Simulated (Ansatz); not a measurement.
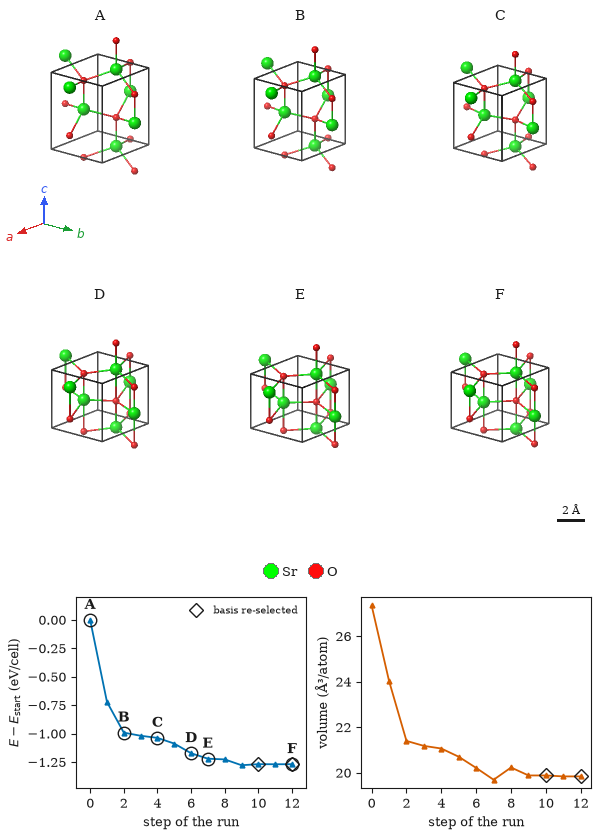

Frames of a relaxation of a crystal of SrO (a generated structure, set up in P6_3mc) (coarse preliminary run), marked on the history of the run. A ball-and-stick model of the cell of the calculation, seen from a free direction.

Case: Be → Sr, Te → O on all its sites, cell and atoms relaxed.

Theory: Ansatz 0.2.0, DFT PBEsol, scalar-relativistic, plane waves, PAW.

Input
```yaml
crystal:
  lattice:
    - [4.245007625, 0.0, 0.0]
    - [-2.1225038125, 3.6762844425, 0.0]
    - [0.0, 0.0, 7.011247452]
  atoms:
    - { symbol: Sr, position: [0.6666666667, 0.3333333333, 0.5007799926] }
    - { symbol: Sr, position: [0.3333333333, 0.6666666667, 0.0007799926] }
    - { symbol: O, position: [0.6666666667, 0.3333333333, 0.8742210074] }
    - { symbol: O, position: [0.3333333333, 0.6666666667, 0.3742210074] }
basis:
  ecutwfc: 420
kpoints:
  mp_grid: { grid: [6, 6, 4] }
hamiltonian:
  xc: pbesol
scf:
  occupations: { method: gaussian, width: 0.1 }
output:
  forces: true
  stress: true
  eigenvalues: true
relax:
  adjacent_minimum: "off"
  f_tol: 0.05
  max_steps: 60
  cell: { stress_tol: 0.5 }
```

Run as
```bash
ansatz run input.yaml --threads 1 --pin off --max-ram 2560MiB --backend cpu --events-out ev --progress --plain --runs-dir out
```

What happens along the run?

Answer. The largest moves relative to the cell, 0.32 Å, are those of Sr1, Sr2, O3 and O4. Sr1 goes along −c. Largest moves by element: Sr 0.32 Å, O 0.32 Å. Cell: a = b 4.245 → 4.235 Å (−0.2 %), c 7.011 → 5.111 Å (−27.1 %). Volume −27.5 %. Among the contacts that change: Sr1–O3 4.393 → 2.554 Å, Sr1–Sr2 4.277 → 3.537 Å, Sr1–O4 2.607 → 2.445 Å, Sr1–O3 (another image) 2.618 → 2.557 Å. New bonds form: Sr1–O3 (4.39 → 2.55 Å), Sr2–O4 (4.39 → 2.55 Å). Among the angles between lasting bonds that change: O3–Sr1–O4 109.9° → 90.0°, Sr1–O3–Sr2 109.9° → 90.0°, O4–Sr1–O4 109.0° → 120.0°. The space group (tolerance 0.01 Å) goes from P6_3mc (No. 186) to P6_3/mmc (No. 194). Over 10 accepted moves (12 points after the start) the energy falls by 1.268 eV per cell of the calculation. Largest force component: 0.13 eV/Å at the start, 0.003 eV/Å at the end. Pressure: −9.91 GPa at the start and 0.00 GPa at the end. At 2 points the geometry stayed and the basis and grid were re-selected for the new cell (energy shift of 9.5 meV per cell of the calculation at most each time). The run took 65 s on 1 thread of Arm Neoverse V2 (shared host), peak memory 0.44 GiB. From step 0 to 2: Sr and O atoms move most (0.03 Å), volume −21.8 %, energy −0.990 eV per cell of the calculation. From step 2 to 4: Sr and O atoms move most (0.06 Å), volume −1.6 %, energy −46.2 meV per cell of the calculation. From step 4 to 6: Sr and O atoms move most (0.13 Å), volume −4.0 %, energy −0.135 eV per cell of the calculation. From step 6 to 7: Sr and O atoms move most (0.08 Å), volume −2.6 %, energy −48.2 meV per cell of the calculation. From step 7 to 12: Sr and O atoms move most (0.04 Å), volume +0.7 %, energy −48.4 meV per cell of the calculation.
